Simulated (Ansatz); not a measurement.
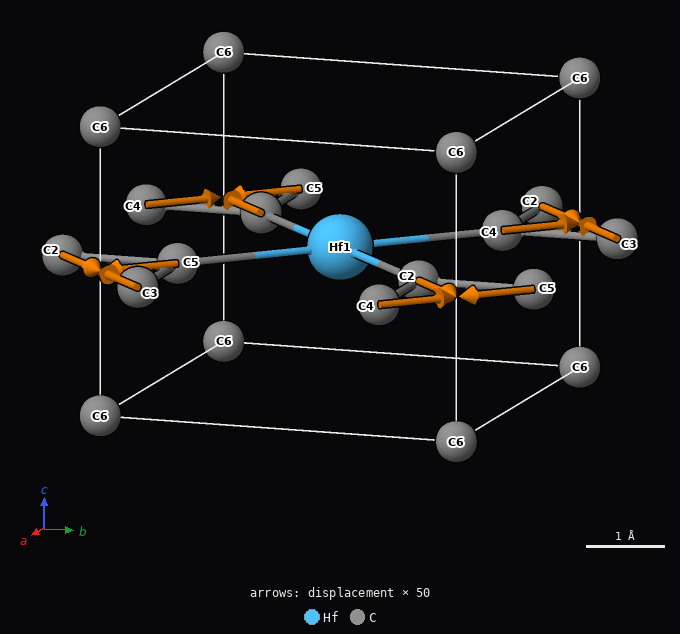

A relaxation of solid HfC5 (a generated structure, set up in P4/mmm) (coarse preliminary run). The starting structure is drawn; orange arrows show the displacements (the part carried along by the change of the cell is left out), magnified 50 times.

Style: ball-and-stick. Shown: the cell of the calculation, slightly off an axis.

These are results of DFT PBE, scalar-relativistic, plane waves, PAW (Ansatz 0.2.0), not measurements. Set-up: plane-wave cutoff 420 eV; k-point mesh 4 × 4 × 4; occupations gaussian; smearing width 0.1 eV; no spin polarisation; cell and atoms relaxed; force threshold 0.04 eV/Å; at most 70 steps.

Q: Atoms of which element are displaced furthest, and by how much?

A: Carbon: up to 0.022 Å, against 0.000 Å for hafnium.

Q: What happened in the run?

A: The largest moves relative to the cell, 0.022 Å, are those of C2, C3, C4 and C5. C3 goes along [−1 −1 0]. Hf stays in place. The drawn cell changes as follows: a = b 4.852 → 4.788 Å (−1.3 %), c 3.807 → 3.396 Å (−10.8 %); the volume changes by −13.1 %. Near-neighbour distances that change, for instance: Hf1–Hf1 3.807 → 3.396 Å, C2–C4 1.566 → 1.514 Å, Hf1–C2 2.324 → 2.315 Å. The space group stays P4/mmm (No. 123). Over 4 accepted moves (5 points after the start) the energy falls by 0.615 eV per cell of the calculation. The largest force component goes from 1.1 to 0.015 eV/Å. Pressure: −11.49 GPa at the start and −0.07 GPa at the end. At 1 point the geometry stayed and the basis and grid were re-selected for the new cell (energy shift of 9.2 meV per cell of the calculation at most each time). The run took 19 s on 1 thread of Arm Neoverse V2, on a shared host, peak memory 0.37 GiB.

Limits of the set-up: the k-point mesh is coarse for a cell with partly filled bands.
